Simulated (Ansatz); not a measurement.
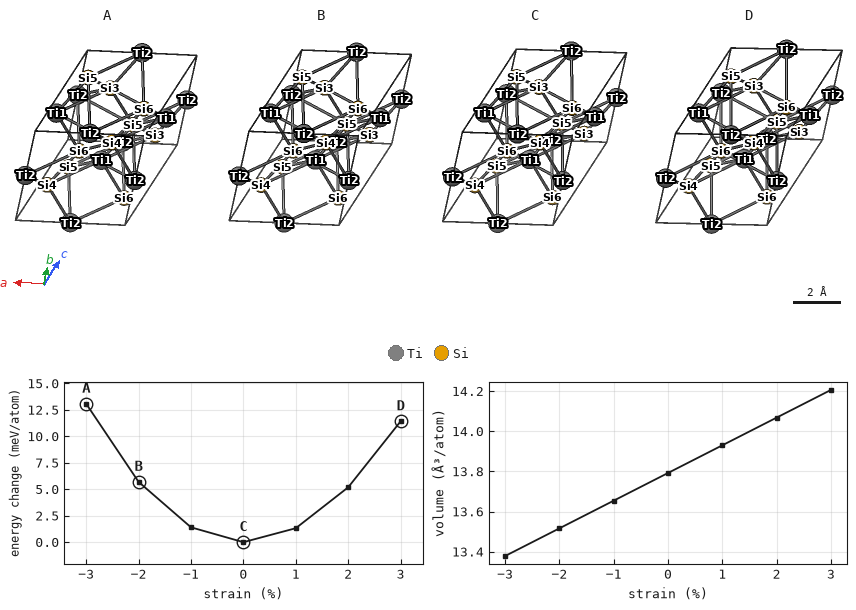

Members of a series of calculations on a crystal of TiSi2 (set up in Fddd), marked on the first curve. A ball-and-stick model of the conventional cell (2 times the calculation's cell), seen from a free direction. Lengths and directions refer to the drawn axes.

The calculation used DFT PBEsol, scalar-relativistic, plane waves, PAW (Ansatz 0.2.0). Set-up: plane-wave cutoff 420 eV; k-point mesh 10 × 10 × 10; occupations gaussian; smearing width 0.1 eV; no spin polarisation.

Question: Which kind of strain is it, and how does the structure respond?

Answer: Strain along c alone, the other axes held, atoms relaxed. A (strain −3.0 %): energy change 13.1 meV/atom, volume 13.38 Å³ per atom. B (strain −2.0 %): energy change 5.7 meV/atom, volume 13.52 Å³ per atom. C (strain 0.0 %): energy change 0.0 meV/atom, volume 13.79 Å³ per atom. D (strain 3.0 %): energy change 11.4 meV/atom, volume 14.21 Å³ per atom. The rest compares A with D. Cell: a 4.726 → 4.798 Å (+1.5 %), b unchanged at 8.496 Å, c 4.591 → 4.875 Å (+6.2 %), β 119.4° → 120.9°. Volume +6.2 %. Among the bonded contacts that change: Si–Ti 2.690 → 2.813 Å, Si–Ti 2.674 → 2.791 Å, Si–Si 2.508 → 2.518 to 2.531 Å.
